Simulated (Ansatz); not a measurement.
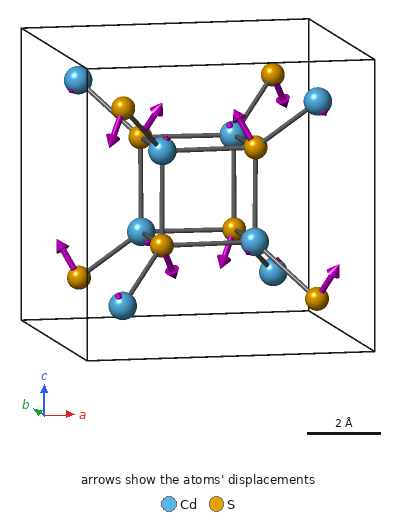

Phonons of crystalline CdS (a generated structure), at the zone centre. The optical levels lie at 45 (×3), 61 (×2), 96, 134 (×3), 186 (×2), 198 (×3), 208 (×3), 303 (×3), 364 cm⁻¹. One mode is drawn. The purple arrows give the relative displacements of the atoms. Style: ball-and-stick. Shown: the conventional cell (2 times the calculation's cell), slightly off an axis. Lengths and directions refer to the drawn axes.

Theory: Ansatz 0.2.0, DFT PBE, scalar-relativistic, plane waves, PAW. Settings: plane-wave cutoff 420 eV; k-point mesh 6 × 6 × 6; occupations fixed; no spin polarisation.

Frequencies are those without the non-analytic (LO–TO) term.

Question: Which of these frequencies is the drawn mode's?

Answer: The level at 186 cm⁻¹. This is the E mode (doubly degenerate; one member of the set is drawn), optical level 5 of 9, counted from below, Raman-active by symmetry. Atoms of one kind move against one another, with no net shift of any sublattice; it stretches the Cd–S bonds (2.62 Å); the kinetic energy is shared as S 92 %, Cd 8 %.
